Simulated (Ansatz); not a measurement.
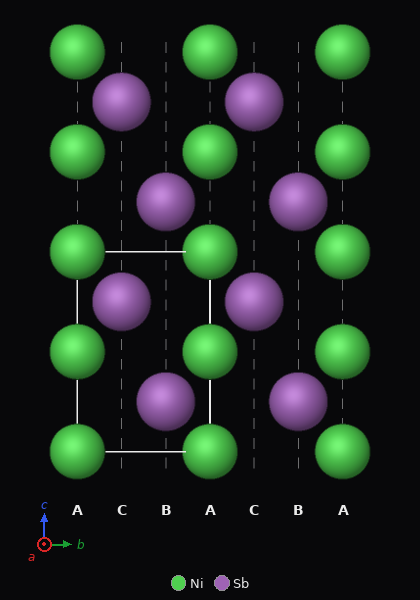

The picture looks along a close-packed row of the hexagonal mesh; c points upwards. The dashed lines mark the three columns A (0, 0), B (1/3, 2/3) and C (2/3, 1/3). The sequence starts with the first layer at or above the cell's origin.

NiSb. Coordinates: the input geometry of an electronic-structure calculation (not necessarily at equilibrium).

> Give the sequence of layers in one repeat, with element and column.

Ni(A) – Sb(B) – Ni(A) – Sb(C) (four layers in 5.14 Å).

> How are the Sb layers alone stacked?

Sb layers alone: BC, the hexagonal close-packed type.

> Which positions between or in the Sb layers do the other atoms fill?

Ni: two octahedral sites (per hexagonal cell).
